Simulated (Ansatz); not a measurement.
**A series of single points on Si**

System: Si (C2/c, 2 atoms in the cell).
Method: DFT LDA, scalar-relativistic, plane waves, PAW, no spin polarisation (Ansatz 0.2.0).

The 8 runs differ only in the geometry, by a shift of atoms along one path in a fixed cell. The shift s is measured from run 5: Si2 moves along the Cartesian direction (−0.71, −0.71, 0.00), and Si1 with it in fixed proportion. The structure derives from a Materials Project entry.

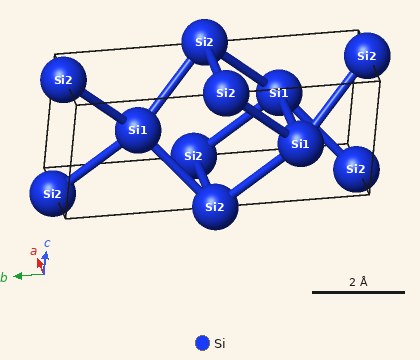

Figure 1. The structure of run 5 (ball-and-stick view of the cell 2 times as large as that of the calculation, set on its symmetry axes, seen at an oblique angle; atoms are numbered from 1 in the order of the input). An atom can appear more than once, as a periodic image.

### Input of run 5
```yaml
crystal:
  lattice:
    - [-2.3824154513, 2.3824154513, 1.3052992358]
    - [2.3824154513, -2.3824154513, 1.3052992358]
    - [2.3824154513, 2.3824154513, -1.3052992358]
  atoms:
    - { symbol: Si, position: [0.2566780555, 0.7566780555, 0.513356111] }
    - { symbol: Si, position: [0.4933219445, 0.4933219445, -0.013356111] }
basis:
  ecutwfc: 420
kpoints:
  mp_grid: { grid: [26, 26, 26] }
hamiltonian:
  xc: lda
scf:
  occupations: { method: gaussian, width: 0.15 }
output:
  forces: true
  stress: true
  eigenvalues: true
```

Command:
```bash
ansatz run input.yaml --threads 2 --pin off --max-ram 5120MiB --backend cpu --events-out ev --progress --plain --runs-dir out
```

Run 3 differs from it as follows:
```diff
-    - { symbol: Si, position: [0.2566780555, 0.7566780555, 0.513356111] }
-    - { symbol: Si, position: [0.4933219445, 0.4933219445, -0.013356111] }
+    - { symbol: Si, position: [0.2522260185, 0.7522260185, 0.504452037] }
+    - { symbol: Si, position: [0.4977739815, 0.4977739815, -0.004452037] }
```

### Results, with one run withheld

| run | shift s of Si2 (Å) | free energy per atom, from the lowest run given (meV) | pressure (GPa) | force along the path (eV/Å) |
| --- | --- | --- | --- | --- |
| 1 | −0.1650 | 81.45 | 3.39 | 3.024 |
| 2 | −0.1050 | 15.53 | 0.80 | 1.400 |
| 3 | −0.0300 | ? | ? | ? |
| 4 | −0.0150 | 0.00 | 0.15 | −0.681 |
| 5 | 0.0000 | 6.42 | 0.42 | −1.033 |
| 6 | 0.0300 | 27.48 | 1.29 | −1.788 |
| 7 | 0.0450 | 42.39 | 1.89 | −2.190 |
| 8 | 0.0600 | 60.35 | 2.59 | −2.602 |

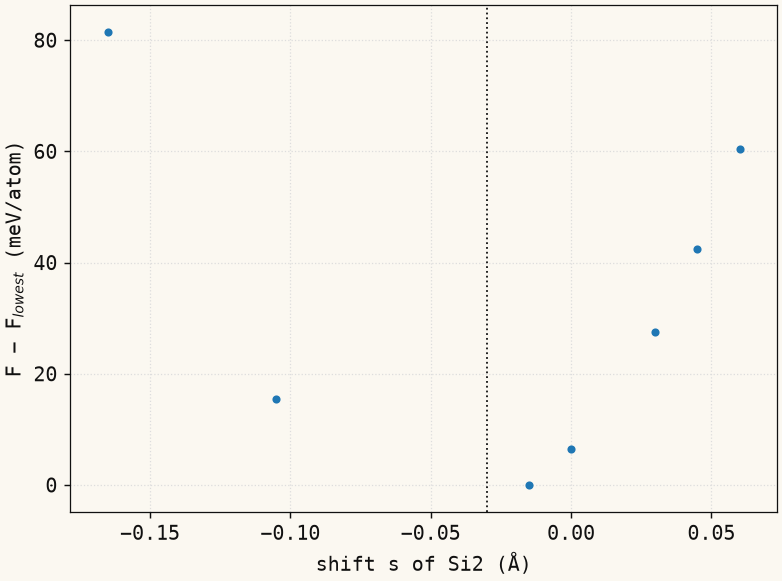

Figure 2. Free energy per atom of the runs given; the dotted line marks run 3.

Estimate the energy of run 3 from the others.

A cubic polynomial in the coordinate, fitted to the 7 runs given, misses them by at most 0.42 meV per atom. With x = s + 0.0214, it reads F = −2.4733 + 285.93 x + 5967.9 x² − 630.48 x³ (meV per atom). At run 3 it gives −4.49 meV per atom, and the run itself gives −3.82. The slope of the fit gives a force −dF/ds of −0.366 eV/Å along the path (summed over the atoms that move), and the printed forces give −0.339 eV/Å. The fit has its minimum at s = −0.0453 Å. The miss comes from the order of the polynomial or from scatter in that run; these data can't tell which.

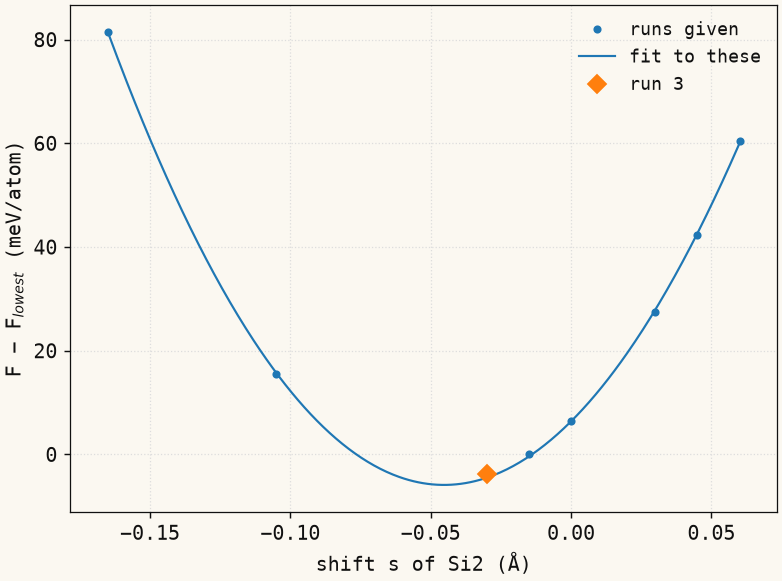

Figure 3. The fit and the withheld run.

### Output, shortened to warnings, some set-up lines, iterations and results (run 3)
```
Basis set: ecut = 420 eV, 581 PW (Γ)
Symmetry: 4 space group operations
k-points: 4578 of 17576
Initial density: superposition of atomic densities (neutral atoms: chi_scale 0, normalization atom), corrected by the library's trained network
[...]
SCF iter   1: F=—  HF=-1216.884661 eV  |F-HF|=—  |Δ(HF+E_count)|=         —  Δρ=4.85e-3  dr2=5.61e-3  ethr=1.77e-3  ⟨swp⟩=5.0  Hψ=289638  notcnv=0
SCF iter   2: F=—  HF=-1216.882976 eV  |F-HF|=—  |Δ(HF+E_count)|=   1.69e-3  Δρ=2.84e-3  dr2=2.01e-3  ethr=7.01e-5  ⟨swp⟩=1.0  Hψ=73289  notcnv=0
SCF iter   3: F=—  HF=-1216.882110 eV  |F-HF|=—  |Δ(HF+E_count)|=   8.66e-4  Δρ=1.40e-4  dr2=6.27e-6  ethr=2.52e-5  ⟨swp⟩=2.0  Hψ=54487  notcnv=0
SCF iter   4: F=—  HF=-1216.882107 eV  |F-HF|=—  |Δ(HF+E_count)|=   2.70e-6  Δρ=5.71e-5  dr2=1.98e-6  ethr=7.84e-8  ⟨swp⟩=2.1  Hψ=54512  notcnv=0
SCF iter   5: F=-1216.882106 eV  HF=-1216.882106 eV  |F-HF|=1.77e-8  |Δ(HF+E_count)|=   7.56e-7  Δρ=9.75e-6  dr2=3.15e-8  ethr=2.48e-8  ⟨swp⟩=2.2  Hψ=51260  notcnv=0
SCF iter   6: F=-1216.882106 eV  HF=-1216.882106 eV  |F-HF|=5.39e-11  |Δ(HF+E_count)|=   1.14e-8  Δρ=1.97e-6  dr2=8.55e-10  ethr=3.94e-10  ⟨swp⟩=2.4  Hψ=137282  notcnv=0
SCF 1 converged in 6 iterations: F = -1216.882106 eV  dr2 = 8.55e-10
SCF converged after 6 iterations
Free energy (F): -1216.882106 eV
Harris-Foulkes:  -1216.882106 eV  (|F-HF|=5.39e-11)
Internal energy: -1216.874115 eV  (E = F + TS)
E sigma→0 (E₀):  -1216.878110 eV
Entropy (-TS):   -0.007991 eV (-3.996 meV/atom)
Fermi energy:    9.839120 eV
--- Per-component energies (eV) ---
  E_band       = 34.687309
  E_kinetic    = 83.433212
  E_local      = -4.967719  (includes V_loc(G=0)·N_el)
  E_nonlocal   = 53.411744
  E_hartree    = 2.361656
  E_xc         = -111.542026
  E_vxc        = -96.734802  (∫ρ·V_xc dr)
  E_paw        = -971.652479  (= ΣΔE_a)
  E_vpaw       = -5.178491  (= ΣTr[D̂ρ^β])
  E_aug_tail   = 0.000012  (compensation charges beyond the density's cutoff)
  E_ewald      = -268.087176
  E_core_change = 0.168661  (= ΣΔE_core)
  E_smearing   = -0.007991  (= −TS)
  E_closure    = 0.000000  (closes the sum)
  Σ components = -1216.882106   (vs F -1216.882106, Δ=0.00e0)
--- Forces (eV/Å), atoms counted from 1 ---
  atom   1  Si    -0.11981293    -0.11981293     0.00000000
  atom   2  Si     0.11981293     0.11981293     0.00000000
  max |Σ_I F_I| component: 0.00e0 eV/Å
--- Stress (GPa, compression-positive) ---
       -0.171256      -0.012755       0.175661
       -0.012755      -0.171256      -0.175661
        0.175661      -0.175661       0.310418
  P = ⅓ Tr σ = -0.0107 GPa (-0.107 kbar)
```
